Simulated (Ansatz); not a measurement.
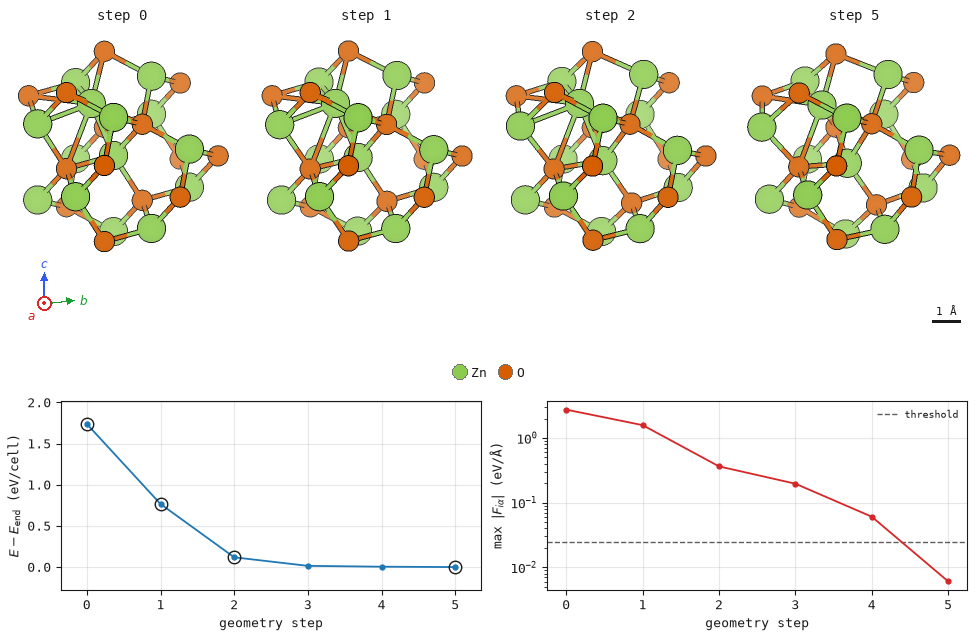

Frames of a relaxation of a defect cell of composition Zn25O24, marked on the history of the run. The picture is a ball-and-stick view of the atoms within 4.2 Å of the atom that moves most (axes of the cell of the calculation (origin shifted)), seen along the a axis.

Case: Zn interstitial, charge +0, atoms relaxed at the host's cell.

Computed with Ansatz 0.2.0, DFT PBE, scalar-relativistic, plane waves, PAW. Settings: plane-wave cutoff 420 eV; k-point mesh 2 × 2 × 2; occupations gaussian; smearing width 0.01 eV; mesh shifted by (0.5, 0.5, 0.5); no spin polarisation; atoms relaxed in a fixed cell; force threshold 0.025 eV/Å; at most 45 steps.

What happens along the run?

The largest moves, 0.32 Å, are those of Zn atoms. Largest moves by element: Zn 0.32 Å, O 0.19 Å. The lattice vectors keep their values. Some distances before and after: Zn–Zn 2.189 → 2.451 Å, O–Zn 2.007 → 2.181 Å, O–Zn 2.571 → 2.439 Å, O–Zn 1.999 → 1.895 Å. Among the angles between lasting bonds that change: Zn–O–Zn 110.3° → 129.7°, O–Zn–O 108.7° → 95.9°, O–Zn–O 110.3° → 121.6°. Over 5 geometry steps the energy falls by 1.739 eV per cell of the calculation. Largest force component: 2.7 eV/Å at the start, 0.0061 eV/Å at the end. The run took 2.6 min on 4 threads of Arm Neoverse V1, with other jobs on the host, peak memory 1.8 GiB. From step 0 to 1: Zn atoms move most (0.08 Å), energy −0.973 eV per cell of the calculation. From step 1 to 2: Zn atoms move most (0.13 Å), energy −0.648 eV per cell of the calculation. From step 2 to 5: Zn atoms move most (0.11 Å), energy −0.119 eV per cell of the calculation.

Limits of the set-up: the periodic images lie only 8.4 Å apart, so the values are limited by the cell's size.
